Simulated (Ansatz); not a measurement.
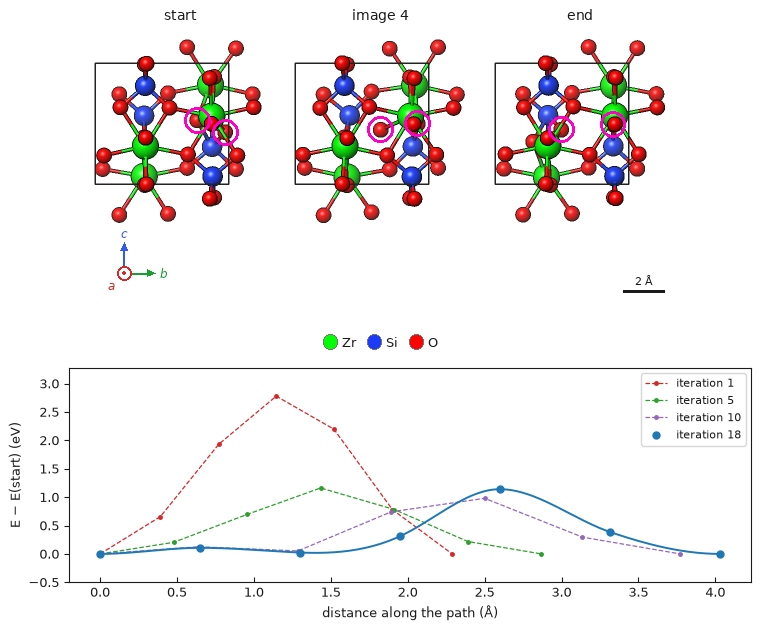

NEB run on ZrSiO4 with an interstitial O (25 atoms in the cell). Images are numbered from 0 (start) to 6 (end). The plot follows the band through its iterations. Style: ball-and-stick. Shown: the simulation cell (origin moved), along the a axis. The atoms that move most are ringed. Bonds to atoms that aren't drawn are left out.

The calculation used DFT PBE, scalar-relativistic, plane waves, PAW (Ansatz). Set-up: plane-wave cutoff 420 eV; k-point mesh 2 × 2 × 2; Gaussian smearing 0.05 eV; spin collinear; 5 movable images; climbing image; force threshold 0.05 eV/Å; iteration limit 53; starting path by image-dependent pair potential.

### How did the profile develop, and is the result final?

The run is converged, with reservations. The band converged in 18 iterations. The climbing image converged on the top of the path. A check of its curvatures didn't confirm a first-order saddle. The first iteration put the highest image at 2.78 eV. The two ends have the same energy, and the highest point, image 4, lies 1.14 eV above the start. The profile has 2 maxima (images 1, 4) with a dip at image 2 (+0.02 eV), so the process runs in steps.

Limits of the set-up: the periodic images lie only 6.0 Å apart, so the values are limited by the cell's size.

PAW datasets: the set soft_1.
